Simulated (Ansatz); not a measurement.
# Geometry relaxation of Na$_{6}$HF$_{5}$ (part 1 of 2)

- system: Na$_{6}$HF$_{5}$ (P-3m1, 12 atoms in the cell)
- method: DFT PBE, scalar-relativistic, plane waves, PAW, no spin polarisation (Ansatz 0.2.0)

The structure derives from an entry of the Crystallography Open Database. It belongs to a series of runs on one base structure; here: superlattice of 5 and 1 planes along [1 1 1].

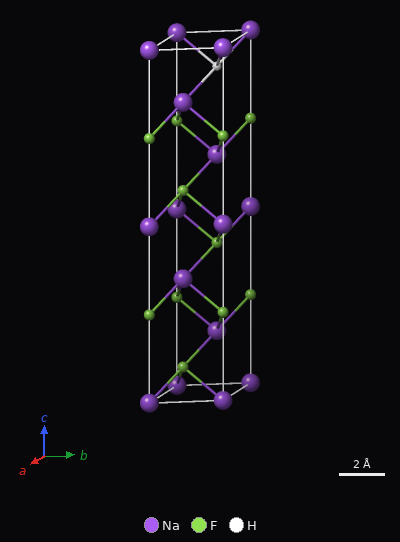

*The starting structure (ball-and-stick view of the cell of the calculation, seen slightly off an axis).*

Near neighbours in the crystal (not all of them lie inside the picture): Na has 3 F at 2.36 Å and 3 H at 2.36 Å; F has 6 Na at 2.36 Å; Na has 6 F at 2.36 Å; H has 6 Na at 2.36 Å.

Input
```yaml
crystal:
  lattice:
    - [3.3385010475, 0.0, 0.0]
    - [-1.6692505238, 2.8912267177, 0.0]
    - [0.0, 0.0, 16.3552481445]
  atoms:
    - { symbol: Na, position: [0.0, 0.0, 0.0] }
    - { symbol: F, position: [0.0, 1.0, 0.25] }
    - { symbol: Na, position: [0.3333333333, 0.6666666667, 0.1666666667] }
    - { symbol: F, position: [0.6666666667, 0.3333333333, 0.0833333333] }
    - { symbol: Na, position: [0.6666666667, 0.3333333333, 0.3333333333] }
    - { symbol: F, position: [0.3333333333, 0.6666666667, 0.4166666667] }
    - { symbol: Na, position: [0.0, 1.0, 0.5] }
    - { symbol: F, position: [0.0, 1.0, 0.75] }
    - { symbol: Na, position: [0.3333333333, 0.6666666667, 0.6666666667] }
    - { symbol: F, position: [0.6666666667, 0.3333333333, 0.5833333333] }
    - { symbol: Na, position: [0.6666666667, 0.3333333333, 0.8333333333] }
    - { symbol: H, position: [0.3333333333, 0.6666666667, 0.9166666667] }
basis:
  ecutwfc: 420
kpoints:
  mp_grid: { grid: [9, 9, 2] }
hamiltonian:
  xc: pbe
scf:
  occupations: { method: gaussian, width: 0.02 }
output:
  forces: true
  stress: true
  eigenvalues: true
  populations: true
  write_density: true
  write_potential: true
  elf: true
  volumetric_format: npy
relax:
  adjacent_minimum: "off"
  f_tol: 0.01
  max_steps: 45
  cell: { stress_tol: 0.05 }
```

Machine: 2 threads of Intel Xeon (Sapphire Rapids), 64 GiB of memory available, shared host.

Run as:
```bash
ansatz run input.yaml --threads 2 --pin off --max-ram 5120MiB --backend cpu --events-out ev --progress --plain --runs-dir out
```

What the program printed
```
Engine: ansatz 0.2.0, x86_64-unknown-linux-gnu
Pseudopotentials: kind: paw
Pseudopotential: Na, paw, valence charge 9, recommended cutoff 420 eV (normal), Na.paw.azcp
Pseudopotential: F, paw, valence charge 7, recommended cutoff 420 eV (normal), F.paw.azcp
Pseudopotential: H, paw, valence charge 1, recommended cutoff 420 eV (normal), H.paw.azcp
Functional definition: PBE
  parameter kappa = 0.804
  parameter beta = 0.06672455060314922
  exchange = pbe_x(kappa = kappa, mu = beta*pi^2/3)
  correlation = pbe_c(beta = beta)
Crystal: 12 atoms, lattice volume = 157.867 Å³
Basis set: ecut = 420 eV, 3115 PW (Γ), exchange–correlation on 48×48×240 points (8 copies of the dense FFT grid, shifted against one another)
Bands: 57, of which v1, the nominal top of the filled ones, is band 45 counted from 1 (44 counted from 0)
Symmetry: 12 space group operations
Space group: P-3m1 (ITA 164), of the structure as read, at distance tolerance 5.4e-5 Å
k-points: 24 of 162
Non-local potential: Na, projectors of the file, l = 0: 3, l = 1: 2, l = 2: 1
Non-local potential: F, projectors of the file, l = 0: 2, l = 1: 2, l = 2: 1
Non-local potential: H, projectors of the file, l = 0: 2, l = 1: 1
PAW form: soft (Blöchl's): semilocal exchange-correlation on the pseudo side does not see the compensation charge
PAW one-centre angular grid: Na, 110 points (default); XC on 64 Gauss nodes
PAW one-centre angular grid: F, 110 points (default); XC on 64 Gauss nodes
PAW one-centre angular grid: H, 110 points (default); XC on 64 Gauss nodes
Initial density: superposition of atomic densities (neutral atoms: chi_scale 0, normalization atom), corrected by the library's trained network
Initial wavefunctions: pseudopotential atomic-orbital guess
Functional: x = pbe(κ = 0.804, μ = 0.2195149727645171), c = pbe(β = 0.06672455060314922)
SCF iter   1: F=—  HF=-12989.813328 eV  |F-HF|=—  |Δ(HF+E_count)|=         —  Δρ=6.96e-4  dr2=1.25e-3  ethr=1.77e-3  ⟨swp⟩=6.2  Hψ=4886  notcnv=0  defer=27
preconditioner: auto → Resta (q_TF=auto, 2.484 Å⁻¹)  ε∞=2.3  [insulator: Δε(μ)=3.551 eV  Ē_g=23.008 eV  σ=0.020 eV  W_gap=1.00  n_scr=54 (ndim 8)  ℏωp=26.1 eV  f_vac=0.098  D(μ)=0.00/eV (n_scr^D=0)  ε∞_Penn≈2.3]
SCF iter   2: F=—  HF=-12989.810492 eV  |F-HF|=—  |Δ(HF+E_count)|=   2.84e-3  Δρ=4.41e-4  dr2=4.84e-4  ethr=1.39e-6  ⟨swp⟩=2.7  Hψ=2760  notcnv=0  defer=132
SCF iter   3: F=—  HF=-12989.810554 eV  |F-HF|=—  |Δ(HF+E_count)|=   6.17e-5  Δρ=2.39e-4  dr2=1.31e-4  ethr=5.38e-7  ⟨swp⟩=2.0  Hψ=1716  notcnv=0  defer=132
SCF iter   4: F=—  HF=-12989.810549 eV  |F-HF|=—  |Δ(HF+E_count)|=   5.23e-6  Δρ=6.46e-5  dr2=5.19e-6  ethr=1.45e-7  ⟨swp⟩=2.0  Hψ=1634  notcnv=0  defer=132
SCF iter   5: F=—  HF=-12989.810297 eV  |F-HF|=—  |Δ(HF+E_count)|=   2.52e-4  Δρ=3.82e-5  dr2=1.46e-6  ethr=5.77e-9  ⟨swp⟩=2.0  Hψ=2312  notcnv=0  defer=134
SCF iter   6: F=—  HF=-12989.810298 eV  |F-HF|=—  |Δ(HF+E_count)|=   7.22e-7  Δρ=1.94e-5  dr2=3.31e-7  ethr=1.63e-9  ⟨swp⟩=2.0  Hψ=2067  notcnv=0  defer=134
SCF iter   7: F=-12989.810298 eV  HF=-12989.810298 eV  |F-HF|=9.10e-9  |Δ(HF+E_count)|=   6.78e-8  Δρ=4.89e-6  dr2=2.55e-8  ethr=1.11e-10  ⟨swp⟩=14.0  Hψ=9118  notcnv=0
SCF 1 converged in 7 iterations: F = -12989.810298 eV  dr2 = 2.55e-8
  Residual-converged pass: ⟨swp⟩=1.0  Hψ=1465  notcnv=0  max |occ|·‖R‖ = 7.1e-9 eV (tolerance 1.0e-8 eV)  dr2=2.55e-8  dr2_onsite=1.83e-9  max |Δocc| = 0.0e0
  greatest PAW one-centre occupation: 0.999 electrons in one spin orbital (limit 2), on the Na atom at site 8 (counted from 0), in its partial waves of l = 0
relax step   1: F+E_penalty+E_count = -12989.81029765 eV  Δ(F+E_penalty+E_count) = +0.000e0 eV  max|allowed force component| = 1.147e-1 eV/Å  Δτ_max = 0.0000 Å  P = -0.129 GPa  Ω = 157.867 Å³  (7 SCF iters, dr2 threshold 1.00e-7 eV, accepted)
Crystal: 12 atoms, lattice volume = 159.482 Å³
Basis set: ecut = 420 eV, 3151 PW (Γ), exchange–correlation on 48×48×240 points (8 copies of the dense FFT grid, shifted against one another)
Initial density: handed on by an earlier stage of this run
Initial wavefunctions: those handed on with the density
iter 1 solved again at ethr=2.54e-4 eV; its pass at ethr=3.10e-3 eV (dr2=2.28e-1 eV) is discarded
SCF iter   1: F=—  HF=-12989.897663 eV  |F-HF|=—  |Δ(HF+E_count)|=         —  Δρ=1.61e-2  dr2=2.29e-1  ethr=2.54e-4  ⟨swp⟩=2.6  Hψ=5552  notcnv=0
preconditioner: auto → Resta (q_TF=auto, 2.480 Å⁻¹)  ε∞=2.3  [insulator: Δε(μ)=2.699 eV  Ē_g=23.062 eV  σ=0.020 eV  W_gap=1.00  n_scr=54 (ndim 8)  ℏωp=26.0 eV  f_vac=0.110  D(μ)=0.00/eV (n_scr^D=0)  ε∞_Penn≈2.3]
SCF iter   2: F=—  HF=-12989.821010 eV  |F-HF|=—  |Δ(HF+E_count)|=   7.67e-2  Δρ=8.04e-3  dr2=6.00e-2  ethr=2.54e-4  ⟨swp⟩=2.1  Hψ=1659  notcnv=0
SCF iter   3: F=—  HF=-12989.796796 eV  |F-HF|=—  |Δ(HF+E_count)|=   2.42e-2  Δρ=8.84e-4  dr2=8.59e-4  ethr=6.67e-5  ⟨swp⟩=3.1  Hψ=2725  notcnv=0  defer=108
SCF iter   4: F=—  HF=-12989.796714 eV  |F-HF|=—  |Δ(HF+E_count)|=   8.16e-5  Δρ=6.40e-4  dr2=3.90e-4  ethr=9.55e-7  ⟨swp⟩=2.0  Hψ=2365  notcnv=0  defer=118
SCF iter   5: F=—  HF=-12989.796625 eV  |F-HF|=—  |Δ(HF+E_count)|=   8.85e-5  Δρ=8.94e-5  dr2=1.21e-5  ethr=4.33e-7  ⟨swp⟩=2.0  Hψ=1715  notcnv=0  defer=118
SCF iter   6: F=—  HF=-12989.796625 eV  |F-HF|=—  |Δ(HF+E_count)|=   2.11e-7  Δρ=2.64e-5  dr2=8.68e-7  ethr=1.35e-8  ⟨swp⟩=2.0  Hψ=1682  notcnv=0  defer=118
SCF iter   7: F=-12989.796626 eV  HF=-12989.796626 eV  |F-HF|=7.21e-9  |Δ(HF+E_count)|=   3.31e-7  Δρ=8.68e-6  dr2=7.43e-8  ethr=9.14e-10  ⟨swp⟩=12.9  Hψ=9908  notcnv=0
SCF 2 converged in 7 iterations: F = -12989.796626 eV  dr2 = 7.43e-8
  Residual-converged pass: ⟨swp⟩=1.0  Hψ=1465  notcnv=0  max |occ|·‖R‖ = 7.1e-9 eV (tolerance 1.0e-8 eV)  dr2=7.43e-8  dr2_onsite=5.26e-9  max |Δocc| = 0.0e0
relax step   2: F+E_penalty+E_count = -12989.79662553 eV  Δ(F+E_penalty+E_count) = +1.367e-2 eV  max|allowed force component| = 1.973e-1 eV/Å  Δτ_max = 0.1015 Å  P = -0.374 GPa  Ω = 159.482 Å³  energy of the carried Pulay correction = -3.784e-3 eV  (7 SCF iters, dr2 threshold 8.23e-7 eV, rejected (line search))
Crystal: 12 atoms, lattice volume = 158.201 Å³
iter 1 solved again at ethr=9.49e-5 eV; its pass at ethr=3.10e-3 eV (dr2=8.54e-2 eV) is discarded
SCF iter   1: F=—  HF=-12989.852859 eV  |F-HF|=—  |Δ(HF+E_count)|=         —  Δρ=1.00e-2  dr2=8.68e-2  ethr=9.49e-5  ⟨swp⟩=2.6  Hψ=5463  notcnv=0
preconditioner: auto → Resta (q_TF=auto, 2.483 Å⁻¹)  ε∞=2.3  [insulator: Δε(μ)=3.569 eV  Ē_g=23.001 eV  σ=0.020 eV  W_gap=1.00  n_scr=54 (ndim 8)  ℏωp=26.1 eV  f_vac=0.100  D(μ)=0.00/eV (n_scr^D=0)  ε∞_Penn≈2.3]
SCF iter   2: F=—  HF=-12989.823926 eV  |F-HF|=—  |Δ(HF+E_count)|=   2.89e-2  Δρ=4.96e-3  dr2=2.23e-2  ethr=9.49e-5  ⟨swp⟩=2.8  Hψ=2124  notcnv=0
SCF iter   3: F=—  HF=-12989.815204 eV  |F-HF|=—  |Δ(HF+E_count)|=   8.72e-3  Δρ=1.63e-3  dr2=2.52e-3  ethr=2.47e-5  ⟨swp⟩=3.0  Hψ=2717  notcnv=0
SCF iter   4: F=—  HF=-12989.814491 eV  |F-HF|=—  |Δ(HF+E_count)|=   7.13e-4  Δρ=3.02e-4  dr2=1.05e-4  ethr=2.80e-6  ⟨swp⟩=2.0  Hψ=2188  notcnv=0  defer=83
SCF iter   5: F=—  HF=-12989.814473 eV  |F-HF|=—  |Δ(HF+E_count)|=   1.76e-5  Δρ=5.37e-5  dr2=5.27e-6  ethr=1.17e-7  ⟨swp⟩=2.0  Hψ=1731  notcnv=0  defer=83
SCF iter   6: F=—  HF=-12989.814278 eV  |F-HF|=—  |Δ(HF+E_count)|=   1.96e-4  Δρ=3.07e-5  dr2=9.74e-7  ethr=5.85e-9  ⟨swp⟩=2.0  Hψ=2148  notcnv=0  defer=83
SCF iter   7: F=—  HF=-12989.814278 eV  |F-HF|=—  |Δ(HF+E_count)|=   1.95e-8  Δρ=1.42e-5  dr2=1.83e-7  ethr=1.08e-9  ⟨swp⟩=2.0  Hψ=2090  notcnv=0  defer=83
SCF iter   8: F=—  HF=-12989.814278 eV  |F-HF|=—  |Δ(HF+E_count)|=   1.09e-8  Δρ=2.55e-6  dr2=6.38e-9  ethr=2.03e-10  ⟨swp⟩=2.0  Hψ=1662  notcnv=0  defer=83
SCF iter   9: F=—  HF=-12989.814278 eV  |F-HF|=—  |Δ(HF+E_count)|=   9.84e-9  Δρ=5.66e-7  dr2=3.54e-10  ethr=7.09e-12  ⟨swp⟩=3.0  Hψ=2292  notcnv=0  defer=83
SCF iter  10: F=-12989.814278 eV  HF=-12989.814278 eV  |F-HF|=5.46e-11  |Δ(HF+E_count)|=  5.40e-10  Δρ=2.93e-7  dr2=7.97e-11  ethr=1.00e-12  ⟨swp⟩=9.4  Hψ=6977  notcnv=0
SCF 3 converged in 10 iterations: F = -12989.814278 eV  dr2 = 7.97e-11
relax step   3: F+E_penalty+E_count = -12989.81427759 eV  Δ(F+E_penalty+E_count) = -3.980e-3 eV  max|allowed force component| = 7.456e-3 eV/Å  Δτ_max = 0.0382 Å  P = -0.153 GPa  Ω = 158.201 Å³  energy of the carried Pulay correction = -7.863e-4 eV  (10 SCF iters, accepted)
Crystal: 12 atoms, lattice volume = 157.959 Å³
iter 1 solved again at ethr=1.29e-7 eV; its pass at ethr=3.10e-3 eV (dr2=1.16e-4 eV) is discarded
SCF iter   1: F=—  HF=-12989.815278 eV  |F-HF|=—  |Δ(HF+E_count)|=         —  Δρ=2.47e-4  dr2=1.26e-4  ethr=1.29e-7  ⟨swp⟩=3.1  Hψ=5168  notcnv=0
preconditioner: auto → Resta (q_TF=auto, 2.484 Å⁻¹)  ε∞=2.3  [insulator: Δε(μ)=3.368 eV  Ē_g=23.028 eV  σ=0.020 eV  W_gap=1.00  n_scr=54 (ndim 8)  ℏωp=26.1 eV  f_vac=0.101  D(μ)=0.00/eV (n_scr^D=0)  ε∞_Penn≈2.3]
SCF iter   2: F=—  HF=-12989.815239 eV  |F-HF|=—  |Δ(HF+E_count)|=   3.86e-5  Δρ=1.26e-4  dr2=2.76e-5  ethr=1.29e-7  ⟨swp⟩=2.0  Hψ=1702  notcnv=0
SCF iter   3: F=—  HF=-12989.815041 eV  |F-HF|=—  |Δ(HF+E_count)|=   1.98e-4  Δρ=5.98e-5  dr2=5.55e-6  ethr=3.06e-8  ⟨swp⟩=2.0  Hψ=1752  notcnv=0
SCF iter   4: F=—  HF=-12989.815039 eV  |F-HF|=—  |Δ(HF+E_count)|=   1.78e-6  Δρ=1.37e-5  dr2=3.40e-7  ethr=6.17e-9  ⟨swp⟩=2.0  Hψ=1783  notcnv=0
SCF iter   5: F=-12989.815039 eV  HF=-12989.815039 eV  |F-HF|=7.20e-10  |Δ(HF+E_count)|=   2.86e-8  Δρ=4.21e-6  dr2=1.82e-8  ethr=6.66e-11  ⟨swp⟩=9.2  Hψ=8117  notcnv=0
SCF 4 converged in 5 iterations: F = -12989.815039 eV  dr2 = 1.82e-8
relax step   4: F+E_penalty+E_count = -12989.81503943 eV  Δ(F+E_penalty+E_count) = -7.618e-4 eV  max|allowed force component| = 3.008e-3 eV/Å  Δτ_max = 0.0012 Å  P = -0.083 GPa  Ω = 157.959 Å³  energy of the carried Pulay correction = -2.175e-4 eV  (5 SCF iters, dr2 threshold 5.99e-8 eV, accepted)
Crystal: 12 atoms, lattice volume = 157.673 Å³
iter 1 solved again at ethr=1.30e-7 eV; its pass at ethr=3.10e-3 eV (dr2=1.17e-4 eV) is discarded
SCF iter   1: F=—  HF=-12989.816034 eV  |F-HF|=—  |Δ(HF+E_count)|=         —  Δρ=2.06e-4  dr2=1.26e-4  ethr=1.30e-7  ⟨swp⟩=3.1  Hψ=5169  notcnv=0
preconditioner: auto → Resta (q_TF=auto, 2.485 Å⁻¹)  ε∞=2.3  [insulator: Δε(μ)=3.381 eV  Ē_g=23.037 eV  σ=0.020 eV  W_gap=1.00  n_scr=54 (ndim 8)  ℏωp=26.1 eV  f_vac=0.100  D(μ)=0.00/eV (n_scr^D=0)  ε∞_Penn≈2.3]
SCF iter   2: F=—  HF=-12989.815994 eV  |F-HF|=—  |Δ(HF+E_count)|=   4.02e-5  Δρ=1.10e-4  dr2=2.82e-5  ethr=1.30e-7  ⟨swp⟩=2.0  Hψ=1690  notcnv=0
SCF iter   3: F=—  HF=-12989.815901 eV  |F-HF|=—  |Δ(HF+E_count)|=   9.37e-5  Δρ=5.04e-5  dr2=6.10e-6  ethr=3.13e-8  ⟨swp⟩=2.0  Hψ=1752  notcnv=0
SCF iter   4: F=—  HF=-12989.815790 eV  |F-HF|=—  |Δ(HF+E_count)|=   1.10e-4  Δρ=1.53e-5  dr2=3.86e-7  ethr=6.78e-9  ⟨swp⟩=2.0  Hψ=1736  notcnv=0
SCF iter   5: F=—  HF=-12989.815790 eV  |F-HF|=—  |Δ(HF+E_count)|=   1.90e-8  Δρ=4.55e-6  dr2=2.12e-8  ethr=4.29e-10  ⟨swp⟩=2.0  Hψ=1752  notcnv=0
SCF iter   6: F=-12989.815790 eV  HF=-12989.815790 eV  |F-HF|=6.18e-10  |Δ(HF+E_count)|=   7.41e-9  Δρ=9.73e-7  dr2=9.96e-10  ethr=1.96e-11  ⟨swp⟩=7.3  Hψ=6758  notcnv=0
SCF 5 converged in 6 iterations: F = -12989.815790 eV  dr2 = 9.96e-10
relax step   5: F+E_penalty+E_count = -12989.81579014 eV  Δ(F+E_penalty+E_count) = -7.507e-4 eV  max|allowed force component| = 5.588e-4 eV/Å  Δτ_max = 0.0006 Å  P = -0.001 GPa  Ω = 157.673 Å³  energy of the carried Pulay correction = +4.557e-4 eV  (6 SCF iters, dr2 threshold 1.76e-8 eV, accepted)
Initial wavefunctions: pseudopotential atomic-orbital guess (no wavefunctions were taken with the density)
iter 1 solved again at ethr=1.89e-8 eV; its pass at ethr=3.10e-3 eV (dr2=1.70e-5 eV) is discarded
SCF iter   1: F=—  HF=-12989.815493 eV  |F-HF|=—  |Δ(HF+E_count)|=         —  Δρ=1.06e-5  dr2=2.95e-8  ethr=1.89e-8  ⟨swp⟩=3.9  Hψ=9123  notcnv=0
preconditioner: auto → Resta (q_TF=auto, 2.485 Å⁻¹)  ε∞=2.3  [insulator: Δε(μ)=3.351 eV  Ē_g=23.039 eV  σ=0.020 eV  W_gap=1.00  n_scr=54 (ndim 8)  ℏωp=26.1 eV  f_vac=0.101  D(μ)=0.00/eV (n_scr^D=0)  ε∞_Penn≈2.3]
SCF iter   2: F=—  HF=-12989.815311 eV  |F-HF|=—  |Δ(HF+E_count)|=   1.81e-4  Δρ=5.85e-6  dr2=1.11e-8  ethr=3.27e-11  ⟨swp⟩=2.0  Hψ=2448  notcnv=0
SCF iter   3: F=—  HF=-12989.815311 eV  |F-HF|=—  |Δ(HF+E_count)|=   7.86e-9  Δρ=2.33e-6  dr2=2.86e-9  ethr=1.24e-11  ⟨swp⟩=2.0  Hψ=2276  notcnv=0
SCF iter   4: F=—  HF=-12989.815311 eV  |F-HF|=—  |Δ(HF+E_count)|=   2.26e-9  Δρ=6.01e-7  dr2=1.37e-10  ethr=3.18e-12  ⟨swp⟩=2.0  Hψ=1724  notcnv=0
SCF iter   5: F=-12989.815311 eV  HF=-12989.815311 eV  |F-HF|=2.18e-11  |Δ(HF+E_count)|=  1.49e-10  Δρ=2.03e-7  dr2=3.53e-11  ethr=1.00e-12  ⟨swp⟩=6.4  Hψ=5430  notcnv=0
SCF 6 converged in 5 iterations: F = -12989.815311 eV  dr2 = 3.53e-11
relax step   6: F+E_penalty+E_count = -12989.81531130 eV  Δ(F+E_penalty+E_count) = +4.788e-4 eV  max|allowed force component| = 5.561e-4 eV/Å  Δτ_max = 0.0000 Å  P = -0.007 GPa  Ω = 157.673 Å³  stress off target by 7.49e-3 GPa  SCF on the basis re-selected at this cell (its energy is not comparable with the rows above)  (5 SCF iters)
```

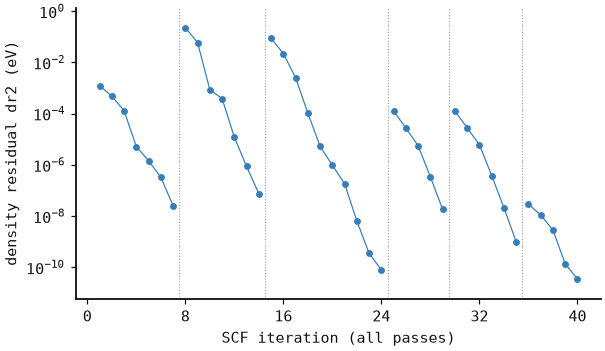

*Convergence of the self-consistent field: density residual dr2 against the SCF iteration. The dotted lines part the SCF passes of the relaxation: geometry steps, rejected trials and re-solves on a re-selected basis.*

The 6 passes take 5 to 10 iterations each, 40 in all.

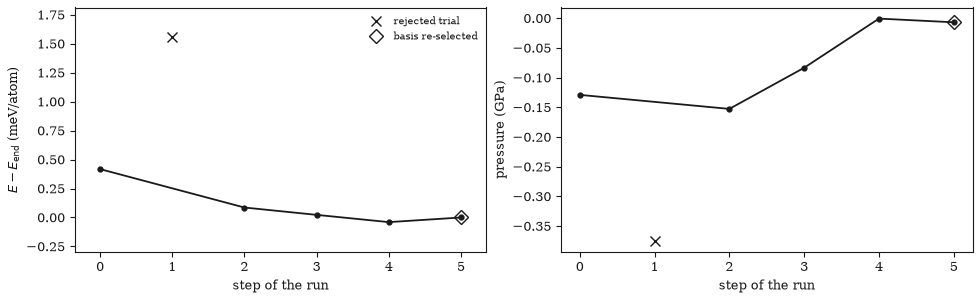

*Progress of the relaxation, step by step (the first geometry is step 0 here and step 1 in the log).*

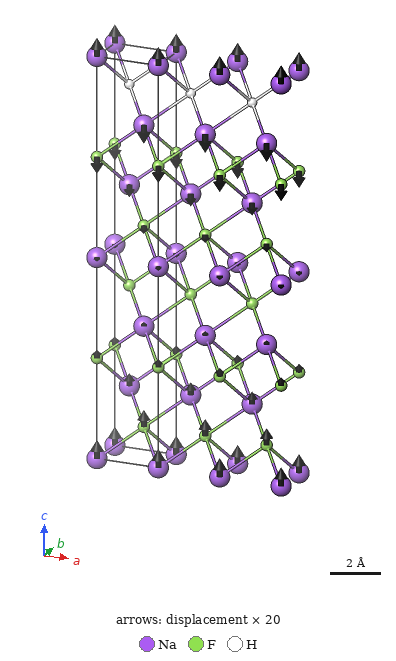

*The starting structure with the displacements as black arrows, magnified 20 times (ball-and-stick view of the cell of the calculation, repeated 3 × 1 × 1, seen slightly off an axis).*

The largest moves relative to the cell, 0.038 Å, are those of Na1 and Na11. By element the largest moves are Na 0.038 Å, F 0.034 Å. H stays in place. Cell: a = b 3.339 → 3.337 Å (0.0 %), c 16.355 → 16.347 Å (0.0 %). Volume −0.1 %. Among the contacts that change: Na11–H12 2.361 → 2.382 Å, F2–Na3 2.361 → 2.355 Å. The space group stays P-3m1 (No. 164). The energy falls by 0.5 meV per atom in 4 geometry steps. Largest force component: 0.11 eV/Å at the start, 0.00056 eV/Å at the end. Pressure: −0.13 GPa at the start and −0.01 GPa at the end. The line search rejected the trial step at point 1 (counted from 0) and went back. A last SCF at the same geometry on a re-selected plane-wave basis shifts the energy by +0.0 meV per atom. (Atoms are counted from 1 in the order of the input.)

```
basis re-selected at this cell: Δ(F+E_penalty+E_count) = +4.788e-4 eV, ΔP = -0.006 GPa vs the last step (what re-selecting the basis moved, of the pressure what is left beyond the Pulay correction that the steps carried, after the strain that the cell walked since its last selection, with what the two solves' SCF thresholds leave and, on support functions, any second-order correction that the steps lacked; it is no measure of the basis error at this ecutwfc). This SCF's stress stands 7.49e-3 GPa from its target on what of the cell is left free (relax.cell.stress_tol is 5.00e-2 GPa) and its largest allowed force component is 5.56e-4 eV/Å (relax.f_tol is 1.00e-2 eV/Å): within both
SCF converged after 5 iterations
Free energy (F): -12989.815311 eV
Harris-Foulkes:  -12989.815311 eV  (|F-HF|=2.18e-11)
Internal energy: -12989.815311 eV  (E = F + TS)
E sigma→0 (E₀):  -12989.815311 eV
Fermi energy:    4.662929 eV
```
